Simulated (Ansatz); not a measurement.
Run report: PtS2, single-point calculation (part 2 of 2)

The same run, continued: PtS2 (P-3m1, 6 atoms in the cell); DFT LDA+U+J, scalar-relativistic, plane waves, PAW, U = 5 eV, J = 0.9 eV on Pt atom 1 d; U = 5 eV, J = 0.9 eV on Pt atom 4 d, spin-polarised (Ansatz 0.2.0); cutoff 420 eV, 6×6×2 k-mesh, Gaussian smearing of 0.05 eV, collinear spins. The structure derives from an entry of the Crystallography Open Database. It belongs to a series of runs on one base structure; here: ferromagnetic start, free, natural orbitals of the symmetric run filled by rank.

Geometry of the input (Å; fractional positions):
```
3.5432  0.0000  0.0000
-1.7716  3.0685  0.0000
0.0000  0.0000  10.0776
Pt 0.0000  0.0000  0.0000
S  0.3333  0.6667  0.1250
S  0.6667  0.3333  0.3750
Pt 0.0000  0.0000  0.5000
S  0.3333  0.6667  0.6250
S  0.6667  0.3333  0.8750
```

```
SCF converged after 21 iterations
Magnetization: -0.0000 μB (30.0000 up, 30.0000 down)
Absolute magnetization: 0.0000 μB (∫|ρ↑−ρ↓|, with the PAW one-centre terms)
Spin contamination: 0.0000 ħ² per cell (⟨S²⟩ above its minimum at these occupations)
Per-site moments (μB) at R_I (Å): [(-7.503424850863275e-7, 0.9909962422775785), (2.1336654203393094e-7, 0.9909962422775785), (2.1336654207712146e-7, 0.9909962422775785), (-7.503424850863275e-7, 0.9909962422775785), (2.1336654203393086e-7, 0.9909962422775785), (2.1336654207712146e-7, 0.9909962422775787)]
Free energy (F): -27966.642965 eV
Harris-Foulkes:  -27966.642965 eV  (|F-HF|=4.37e-11)
Internal energy: -27966.642965 eV  (E = F + TS)
E sigma→0 (E₀):  -27966.642965 eV
Entropy (-TS):   -0.000000 eV (-0.000 meV/atom)
Fermi energy:    10.948673 eV
--- Per-component energies (eV) ---
  E_band       = -659.429858
  E_kinetic    = 1703.374904
  E_local      = -6041.201237  (includes V_loc(G=0)·N_el)
  E_nonlocal   = 530.832917
  E_hartree    = 2371.345421
  E_xc         = -905.058213
  E_vxc        = -955.528295  (∫ρ·V_xc dr)
  E_hubbard    = 3.852368  (on-site DFT+U / exact-exchange correction)
  E_vhub       = -27.962132  (the Hubbard potential's part of the band-sum identity)
  E_paw        = -20630.018133  (= ΣΔE_a)
  E_vpaw       = -611.636291  (= ΣTr[D̂ρ^β])
  E_aug_tail   = 0.000351  (compensation charges beyond the density's cutoff)
  E_ewald      = -5001.311871
  E_core_change = 1.540529  (= ΣΔE_core)
  E_smearing   = -0.000000  (= −TS)
  E_closure    = 0.000000  (closes the sum)
  Σ components = -27966.642965   (vs F -27966.642965, Δ=0.00e0)
--- DFT+U+J on-site energies (Liechtenstein; fll double counting; per corrected site; eV) ---
  site 0 (l=d): U=5.0000  J=0.9000  Tr N=8.6992  E_int=156.257473  E_dc=154.331289  E_U=1.926184
  site 3 (l=d): U=5.0000  J=0.9000  Tr N=8.6992  E_int=156.257473  E_dc=154.331289  E_U=1.926184
--- Specified on-site occupations, and those of the state reported ---
  electrons in the specified blocks: 11.8000 specified, 17.3985 found
  site 3 (l=d) ↓: largest change of an orbital's occupation 0.9633; electrons 1.0500 specified, 4.3496 found; spectral distance 1.6674
  site 0 (l=d) ↓: largest change of an orbital's occupation 0.9633; electrons 1.0500 specified, 4.3496 found; spectral distance 1.6674
  site 3 (l=d) ↑: largest change of an orbital's occupation 0.2697; electrons 4.8500 specified, 4.3496 found; spectral distance 0.3821
  site 0 (l=d) ↑: largest change of an orbital's occupation 0.2697; electrons 4.8500 specified, 4.3496 found; spectral distance 0.3821
--- Forces (eV/Å), atoms counted from 1 ---
  atom   1  Pt    -0.00000000     0.00000000     0.00000000
  atom   2  S     -0.00000000     0.00000021    -0.54894790
  atom   3  S      0.00000000    -0.00000021     0.54894790
  atom   4  Pt    -0.00000000     0.00000000     0.00000000
  atom   5  S     -0.00000000     0.00000021    -0.54894790
  atom   6  S      0.00000000    -0.00000021     0.54894790
  max |Σ_I F_I| component: 1.11e-16 eV/Å
--- Stress (GPa, compression-positive) ---
       -4.278862      -0.000000      -0.000000
       -0.000000      -4.278852      -0.000001
       -0.000000      -0.000000      -6.191602
  P = ⅓ Tr σ = -4.9164 GPa (-49.164 kbar)
--- Band table (eV; the first three rows and the last of 52) ---
  k-point 0 ↑: bands = ["-88.2200", "-88.2200", "-42.3681", "-42.3681", "-42.3681", "-42.3681", "-42.3106", "-42.3106", "-4.4523", "-3.9642", "-2.6044", "-1.5978", "2.9974", "3.7683", "3.7684", "3.8026", "3.8026", "4.1941", "5.5802", "5.5802", "5.6187", "5.6188", "7.7237", "7.8289", "9.1310", "9.3566", "9.3566", "9.6823", "9.6823", "10.7935", "12.3976", "12.3976", "13.0968", "13.0968", "15.1471", "15.8301", "16.1974", "17.5683", "18.3375", "18.3375", "18.6618"]
  k-point 1 ↑: bands = ["-88.2200", "-88.2200", "-42.3682", "-42.3682", "-42.3682", "-42.3682", "-42.3106", "-42.3106", "-4.2540", "-4.2540", "-2.0792", "-2.0792", "3.5847", "3.5847", "3.7853", "3.7853", "3.7853", "3.7853", "5.5993", "5.5993", "5.5993", "5.5993", "7.7588", "7.7588", "9.5085", "9.5085", "9.5085", "9.5085", "9.9567", "9.9567", "12.7438", "12.7438", "12.7438", "12.7438", "15.5580", "15.5580", "16.7604", "16.7604", "18.5483", "18.5483", "18.5483"]
  k-point 2 ↑: bands = ["-88.2199", "-88.2198", "-42.3739", "-42.3739", "-42.3696", "-42.3696", "-42.3099", "-42.3099", "-4.1089", "-3.6290", "-2.6106", "-1.7887", "3.3499", "3.5871", "3.9056", "4.0565", "4.0806", "4.4147", "5.2908", "5.3889", "5.4501", "5.4502", "7.3120", "7.5929", "8.5854", "8.8982", "9.4352", "9.4435", "10.2161", "10.2321", "11.6886", "12.1033", "12.4144", "12.4982", "16.4243", "16.5450", "17.0178", "17.5431", "18.3151", "18.6691", "19.4616"]
  k-point 25 ↓: bands = ["-88.2196", "-88.2196", "-42.3879", "-42.3879", "-42.3769", "-42.3769", "-42.3077", "-42.3077", "-2.7704", "-2.5398", "-2.4876", "-2.2169", "3.2327", "3.3235", "4.0471", "4.1897", "4.7928", "4.8796", "5.2526", "5.3910", "6.0050", "6.1117", "6.5110", "6.5199", "6.9943", "7.5482", "7.7764", "8.1985", "8.8373", "9.4400", "11.3826", "11.7694", "12.3858", "12.6625", "16.1214", "16.2027", "17.5298", "17.7381", "18.4714", "18.9095", "19.4080"]
Occupation matrices written to [file]
--- Löwdin populations: 6 sites ---
  site symbol       q [e]    m [muB]
     0     Pt     17.4454    -0.0000
     1      S      6.1686     0.0000
     2      S      6.1686     0.0000
     3     Pt     17.4454    -0.0000
     4      S      6.1686     0.0000
     5      S      6.1686     0.0000
  spilling = 0.007248 (of n_electrons = 60.000000)
--- Occupation matrices: 2 shells (run DFT+U table (all-electron-ortho-atomic); ε = 5.89e-4) ---
  Pt0 d_5D: site group D3d (-3m)
  Pt0 d_5D up     Tr n = 4.3496  λ = 0.700 0.700 0.983 0.983 0.983  [2× yz 0.32 (Eg 1.00) Eg(1.00) | z2 1.00 (T2g 1.00) A1g(1.00) | 2× x2-y2 0.32 (T2g 1.00) Eg(1.00)]
  Pt0 d_5D dn     Tr n = 4.3496  λ = 0.700 0.700 0.983 0.983 0.983  [2× xz 0.32 (Eg 1.00) Eg(1.00) | z2 1.00 (T2g 1.00) A1g(1.00) | 2× xy 0.32 (T2g 1.00) Eg(1.00)]
  specified occupation → Pt0 d_5D up: matrix, ‖Δ‖_F = 0.3821, Tr Δ = +0.5004, displaced = 0.2892, d_λ = 0.3821; orbital distance = 0.0000
  specified occupation → Pt0 d_5D dn: matrix, ‖Δ‖_F = 1.6674, Tr Δ = -3.2996, displaced = 1.6498, d_λ = 1.6674; orbital distance = 0.7071
  Pt3 d_5D: site group D3d (-3m)
  Pt3 d_5D up     Tr n = 4.3496  λ = 0.700 0.700 0.983 0.983 0.983  [2× yz 0.32 (Eg 1.00) Eg(1.00) | z2 1.00 (T2g 1.00) A1g(1.00) | 2× x2-y2 0.32 (T2g 1.00) Eg(1.00)]
  Pt3 d_5D dn     Tr n = 4.3496  λ = 0.700 0.700 0.983 0.983 0.983  [2× xz 0.32 (Eg 1.00) Eg(1.00) | z2 1.00 (T2g 1.00) A1g(1.00) | 2× xy 0.32 (T2g 1.00) Eg(1.00)]
  specified occupation → Pt3 d_5D up: matrix, ‖Δ‖_F = 0.3821, Tr Δ = +0.5004, displaced = 0.2892, d_λ = 0.3821; orbital distance = 0.0000
  specified occupation → Pt3 d_5D dn: matrix, ‖Δ‖_F = 1.6674, Tr Δ = -3.2996, displaced = 1.6498, d_λ = 1.6674; orbital distance = 0.7071
  Tr n, λ and their labels are of the run-group-symmetrised matrices; stabiliser: 48 of 48 elements of G0×{1,Θ} (closed), max defect 2.5e-6 at τ = 1.2e-4
```

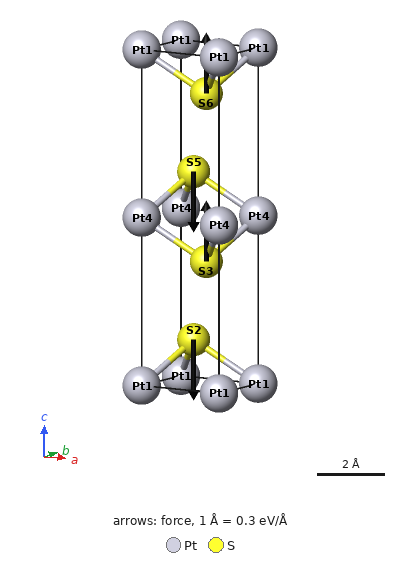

**Figure 1.** Forces on the atoms as black arrows (ball-and-stick view of the cell of the calculation, seen at an oblique angle; atoms are numbered from 1 in the order of the input). The largest act on all 4 S atoms (0.55 eV/Å). The geometry is not a stationary point of this energy.

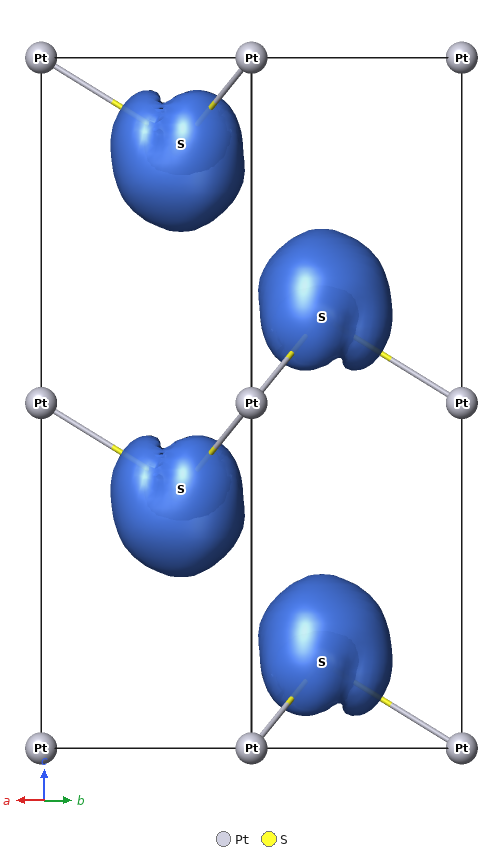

**Figure 2.** Isosurface of the ELF at 0.75 (blue), seen along [110]. Only the valence region is drawn (cores and ρ < 0.01 e/Å³ removed). Sticks mark near contacts. The outline is the calculation cell. Profiles from the grid: Pt–S (2.40 Å): the ELF is about 0.45 at the midpoint. Core electrons are frozen (PAW), so the fields are smoothed inside the atomic spheres.

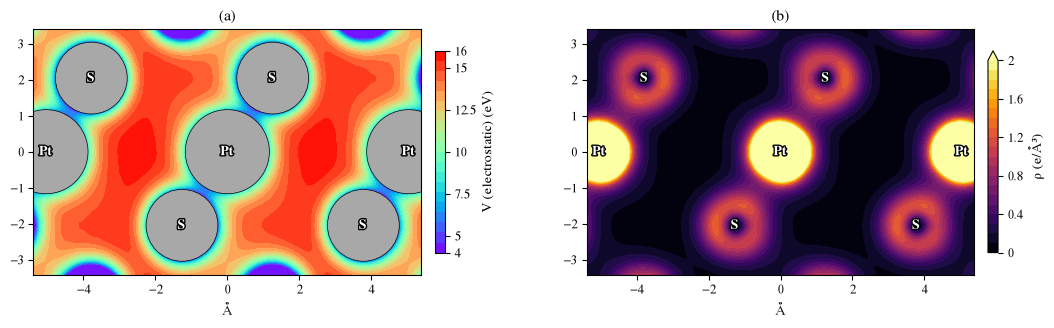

**Figure 3.** (a) electrostatic potential (local pseudopotential plus Hartree) felt by an electron; (b) valence pseudo-density on the (110) plane of the calculation cell. Grey discs, where drawn, cover atomic cores. The section cuts through Pt and S sites. Pt–S (2.40 Å): the density is about 0.65 e/Å³ at the midpoint. Away from the nuclei the density in this plane falls to 0.02 e/Å³ at its lowest. Outside the cores the potential energy rises away from the atoms and is highest about 2.3 Å from the nearest atoms; outside the discs it spans about 11 eV, and its zero is arbitrary.

Results in brief:

| quantity | value |
| --- | --- |
| outcome | converged |
| space group (tolerance 0.01 Å) | P-3m1 (164) |
| electrons treated | 60 |
| free energy | −27966.6430 eV |
| Fermi energy | 10.949 eV |
| gap on the k-point mesh | 0.32 eV |
| net moment of the cell | 0.00 μB |
| integrated absolute moment | 0.00 μB |
| pressure | −4.92 GPa |
| largest force (length of the vector) | 0.549 eV/Å |
| hardware | 4 threads of Arm Neoverse V2, 24 GiB of memory available, shared host |
| wall time | 8.3 s (CPU time 31 s) |
| peak memory | 0.56 GiB |

Notes:

The program warns: some starting moments were not kept; the typed occupations were not kept; the occupation matrices lower the symmetry. Spin–orbit coupling is left out, which matters for Pt.
